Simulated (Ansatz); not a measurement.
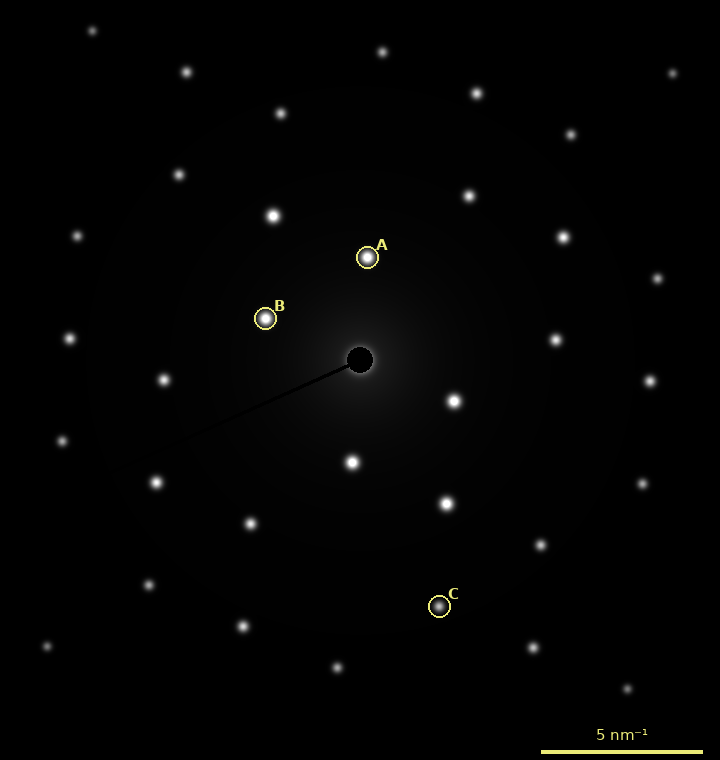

The pattern is a kinematic simulation for 200 kV electrons (no multiple scattering; isotropic B = 0.3 Å²). The zone axis points towards the electron source and the pattern is seen from the source side.

Rh, space group Fd-3m (No. 227), a = 5.39 Å. Structure: the end point of a relaxation with DFT, LDA (PW92), plane waves (420 eV) with PAW, scalar-relativistic in Ansatz; the starting structure was generated, so it need not be a known form of this composition.

Spot A is indexed -1 1 -1 and spot B -1 1 1.

### Index the other marked spot.

C = −2A − B = 3 -3 1 (d = 1.237 Å).

### Find the zone axis.

The cross product of A and B is parallel to [110]; every spot obeys hu + kv + lw = 0.

### What are the spacings of A and B and the angle between them?

d(A) = 3.113 Å, d(B) = 3.113 Å, and the angle is 70.5°.
